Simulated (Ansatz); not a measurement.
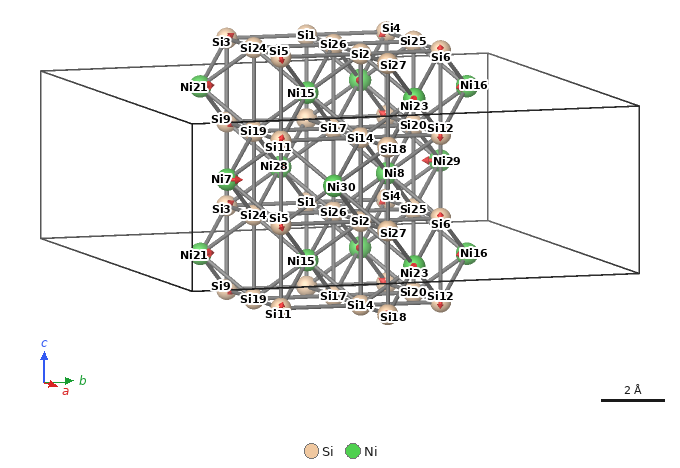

This is a relaxation of a wire of composition Si₂Ni. The starting structure is drawn; red arrows show the displacements (the part carried along by the change of the cell is left out), at their true length.

The picture is a ball-and-stick view of the cell of the calculation, with the vacuum cut short (origin shifted), seen slightly off an axis.

Case: wire along [0 0 1], 30 atoms a period.

Theory: DFT PBEsol, scalar-relativistic, plane waves, PAW (Ansatz 0.2.0).

Input
```yaml
crystal:
  lattice:
    - [17.1, 0.0, 0.0]
    - [0.0, 17.4, 0.0]
    - [0.0, 0.0, 5.3913419787]
  atoms:
    - { symbol: Si, position: [0.2635376325, 0.5, 0.75] }
    - { symbol: Si, position: [0.5788207892, 0.5, 0.75] }
    - { symbol: Si, position: [0.2635376325, 0.3450763799, 0.75] }
    - { symbol: Si, position: [0.2635376325, 0.6549236201, 0.75] }
    - { symbol: Si, position: [0.5788207892, 0.3450763799, 0.75] }
    - { symbol: Si, position: [0.5788207892, 0.6549236201, 0.75] }
    - { symbol: Ni, position: [0.5, 0.2676145699, 0.0] }
    - { symbol: Ni, position: [0.5, 0.57746181, 0.0] }
    - { symbol: Si, position: [0.2635376325, 0.3450763799, 0.25] }
    - { symbol: Si, position: [0.2635376325, 0.6549236201, 0.25] }
    - { symbol: Si, position: [0.5788207892, 0.3450763799, 0.25] }
    - { symbol: Si, position: [0.5788207892, 0.6549236201, 0.25] }
    - { symbol: Si, position: [0.2635376325, 0.5, 0.25] }
    - { symbol: Si, position: [0.5788207892, 0.5, 0.25] }
    - { symbol: Ni, position: [0.5, 0.42253819, 0.5] }
    - { symbol: Ni, position: [0.5, 0.7323854301, 0.5] }
    - { symbol: Si, position: [0.4211792108, 0.5, 0.25] }
    - { symbol: Si, position: [0.7364623675, 0.5, 0.25] }
    - { symbol: Si, position: [0.4211792108, 0.3450763799, 0.25] }
    - { symbol: Si, position: [0.4211792108, 0.6549236201, 0.25] }
    - { symbol: Ni, position: [0.3423584217, 0.2676145699, 0.5] }
    - { symbol: Ni, position: [0.3423584217, 0.57746181, 0.5] }
    - { symbol: Ni, position: [0.6576415783, 0.57746181, 0.5] }
    - { symbol: Si, position: [0.4211792108, 0.3450763799, 0.75] }
    - { symbol: Si, position: [0.4211792108, 0.6549236201, 0.75] }
    - { symbol: Si, position: [0.4211792108, 0.5, 0.75] }
    - { symbol: Si, position: [0.7364623675, 0.5, 0.75] }
    - { symbol: Ni, position: [0.3423584217, 0.42253819, 0.0] }
    - { symbol: Ni, position: [0.3423584217, 0.7323854301, 0.0] }
    - { symbol: Ni, position: [0.6576415783, 0.42253819, 0.0] }
basis:
  ecutwfc: 420
kpoints:
  mp_grid: { grid: [1, 1, 10] }
hamiltonian:
  xc: pbesol
scf:
  occupations: { method: gaussian, width: 0.05 }
output:
  forces: true
  stress: true
  eigenvalues: true
  populations: true
  write_density: true
  write_potential: true
  elf: true
  volumetric_format: npy
relax:
  adjacent_minimum: "off"
  f_tol: 0.02
  max_steps: 45
  cell: { fix: [a, b, alpha, beta, gamma], stress_tol: 0.03 }
```

Launched with:
```bash
ansatz run input.yaml --threads 4 --pin off --max-ram 11264MiB --backend cpu --events-out ev --progress --plain --runs-dir out
```

### What did the optimiser do to the structure, and how much energy did it gain?

The largest moves relative to the layer's centre, 0.60 Å, are those of Ni21 and Ni29. By element the largest moves are Ni 0.60 Å, Si 0.31 Å. Along the periodic axis the drawn cell goes c 5.391 → 5.517 Å (+2.3 %). Among the contacts that change: Si5–Si11 2.696 → 3.193 Å, Si3–Si9 2.696 → 3.082 Å, Si5–Si11 (another image) 2.696 → 2.324 Å, Si3–Si9 (another image) 2.696 → 2.435 Å. Among the angles between lasting bonds that change: Si6–Ni16–Si12 70.5° → 93.2°, Si6–Ni16–Si20 109.5° → 130.6°, Ni16–Si12–Ni23 109.5° → 88.7°. Over 8 accepted moves (9 points after the start) the energy falls by 2.482 eV per cell of the calculation. Largest force component: 1.8 eV/Å at the start, 0.018 eV/Å at the end. The SCF was repeated once at an unchanged geometry on a basis and grid sized afresh for the cell, which shifted the energy by 3.6 meV per cell of the calculation at most. Cost: 23 min on 4 threads of AMD EPYC 7R43 64-Core Processor (Zen 3) (shared host), peak memory 5 GiB.
